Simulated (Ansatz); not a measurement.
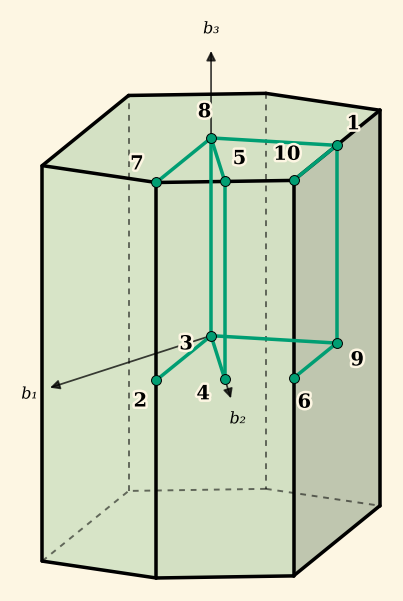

For C, the end point of a relaxation with DFT PBE, scalar-relativistic, plane waves, PAW (Ansatz); the starting structure was generated, so it need not be a known form of this composition: the first Brillouin zone of a base-centred orthorhombic lattice (oC; extended symbol oC1) is drawn with its special points numbered. Symmetry computed with spglib at a tolerance of 0.002 Å; standard conventional cell.

a = 2.698 Å, b = 7.818 Å, c = 2.510 Å, α = 90.00°, β = 90.00°, γ = 90.00°.

Labels and path follow the convention of Hinuma et al. (2017), as computed by seekpath; the arrows show the directions of the reciprocal primitive vectors b₁, b₂, b₃, in which coordinates are given.

Which special point is each number?

Answer.
```tsv
no.	label	coordinates
1	T	(−1/2, 1/2, 1/2)
2	Σ₀	(0.280, 0.280, 0)
3	Γ	(0, 0, 0)
4	S	(0, 1/2, 0)
5	R	(0, 1/2, 1/2)
6	C₀	(−0.280, 0.720, 0)
7	A₀	(0.280, 0.280, 1/2)
8	Z	(0, 0, 1/2)
9	Y	(−1/2, 1/2, 0)
10	E₀	(−0.280, 0.720, 1/2)
```
